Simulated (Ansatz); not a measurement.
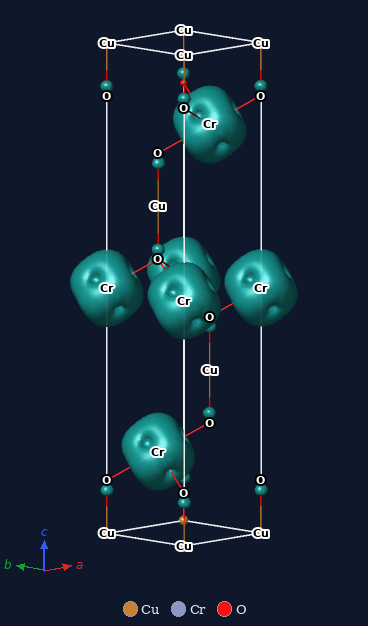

Figure 1: CrCuO2. Isosurfaces of the spin density at +0.05 (teal) and −0.05 e/Å³ (pink), seen at an oblique angle. Sticks mark near contacts.

Space group R-3m; spin-polarised.

Level of theory: Ansatz, Kohn-Sham DFT of a periodic cell, PBEsol, Ansatz PAW.

Core electrons are frozen (PAW), and the valence fields are smoothed inside the atomic spheres.

```
CELL_PARAMETERS angstrom
2.95344 0.00000 0.00000
-1.47672 2.55776 0.00000
0.00000 0.00000 16.98523
ATOMIC_POSITIONS crystal
Cu 0.00000 0.00000 0.00000
Cu 0.66667 0.33333 0.33333
Cu 0.33333 0.66667 0.66667
Cr 0.33333 0.66667 0.16667
Cr 0.00000 0.00000 0.50000
Cr 0.66667 0.33333 0.83333
O 0.66667 0.33333 0.22541
O 0.33333 0.66667 0.55875
O 0.00000 0.00000 0.89208
O 0.00000 0.00000 0.10792
O 0.66667 0.33333 0.44125
O 0.33333 0.66667 0.77459
```

Describe the spin distribution.

The spin density sits on Cr: +2.4 μB (×3) in one cell of 12 atoms: parallel moments, as they must be, since the calculation's own cell holds one magnetic site. The cell of the calculation (4 atoms) carries 3.0 μB of net spin moment. Only one sign reaches the isovalue.
